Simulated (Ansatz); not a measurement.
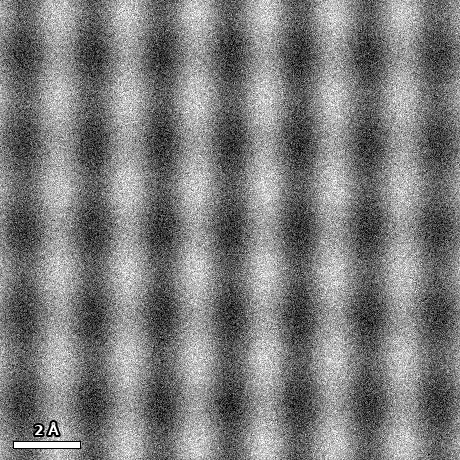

Phase-contrast TEM-like image of Ru (P6/mmm, No. 191) along [210]. Simulated in the weak-phase-object approximation with neutral-atom potentials: 300 kV, Cs = 1.00 mm, defocus −532 Å (negative is underfocus), defocus spread 30 Å, aperture 0.51 1/Å. Shot noise was added. Structure: coordinates from a relaxation with DFT, LDA (PW92), plane waves (420 eV) with PAW, scalar-relativistic in Ansatz; the starting structure was generated, so it need not be a known form of this composition.

### Do the atom columns appear dark or bright, and why?

Dark. With positive Cs and underfocus sin χ is negative over the pass band, so the strongest columns (Ru) come out darker than the background.

### What point resolution do these settings give, and which lattice spacings pass?

About 2.0 Å (0.66 |Cs|^(1/4) λ^(3/4) with λ = 0.0197 Å). The spacings that carry visible contrast are {001} at 2.63 Å, {110} at 2.10 Å. Columns 1.32 Å apart are closer than that and merge.
